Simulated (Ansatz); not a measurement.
Be$_{3}$S$_{5}$

The calculation's input:

```
crystal:
  lattice:
    - [3.5721892805, 0.0043204845, -0.0007045335]
    - [0.0982045795, 3.5828557218, 0.0056813558]
    - [1.7844269419, 1.5308680819, 10.7670645257]
  atoms:
    - { symbol: Be, position: [0.3494006055, 0.3061802026, 0.3846404771] }
    - { symbol: Be, position: [0.7099947236, 0.7228435832, 0.6142658175] }
    - { symbol: Be, position: [0.9438789961, 0.0646973133, 0.9999670062] }
    - { symbol: S, position: [0.8173648719, 0.5117368142, 0.1034640629] }
    - { symbol: S, position: [0.8951646241, 0.2507417688, 0.283224831] }
    - { symbol: S, position: [0.2686102046, 0.7534474873, 0.4991891984] }
    - { symbol: S, position: [0.5081132192, 0.9703734303, 0.9001438953] }
    - { symbol: S, position: [0.7574727547, 0.1699794004, 0.7151047116] }
basis:
  ecutwfc: 420
kpoints:
  mp_grid: { grid: [8, 8, 4] }
hamiltonian:
  xc: pbe
scf:
  occupations: { method: gaussian, width: 0.02 }
output:
  forces: true
  stress: true
  eigenvalues: true
  write_density: true
  write_potential: true
  elf: true
  volumetric_format: npy
relax:
  adjacent_minimum: "off"
  f_tol: 0.01
  max_steps: 30
  cell: { stress_tol: 0.1, fix: [volume] }
```

Command:

```sh
ansatz run input.yaml --threads 1 --pin off --max-ram 2560MiB --backend cpu --events-out ev --progress --plain --runs-dir out
```

Below, planes, directions and counts refer to the conventional cell (a = 3.58 Å, b = 3.59 Å, c = 10.99 Å, α = 81.54°, β = 80.68°, γ = 88.45°).

The fields are those of the run's last geometry, not of the input's.

Space group P1; a generated structure, not necessarily the stable one; changed on purpose from its base cell (volume × 1.03, shape and atoms relaxed).

All numbers below come from DFT PBE, scalar-relativistic, plane waves, PAW in Ansatz.

Predict the valence pseudo-density and electron localisation function between the atoms.

Be–S (2.10 Å): ρ at the midpoint is about 0.69 e/Å³; the ELF peaks at about 0.95 between the atoms, as expected for a polar covalent bond.
Be–S (2.17 Å): the density is about 0.58 e/Å³ at the midpoint; the ELF peaks at about 0.95 between the atoms (a polar covalent bond).

Metal or insulator at this level of theory?

It is gapped, with a Kohn–Sham gap of 1.1 eV on the k-point mesh, an upper bound to the gap of this method.

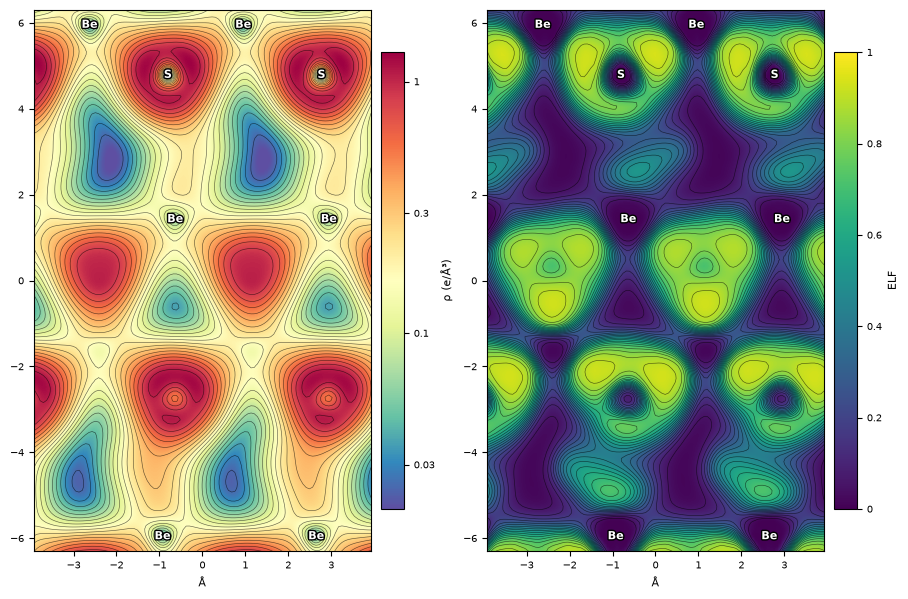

Computed valence pseudo-density and electron localisation function on the (011̄) plane of the conventional cell, in this order. Atoms just off the plane (Be, 0.4 Å away and S, 0.3 Å away) can leave unmarked features too.

The density is the valence pseudo-density of a PAW calculation; it isn't the true density close to the nuclei.
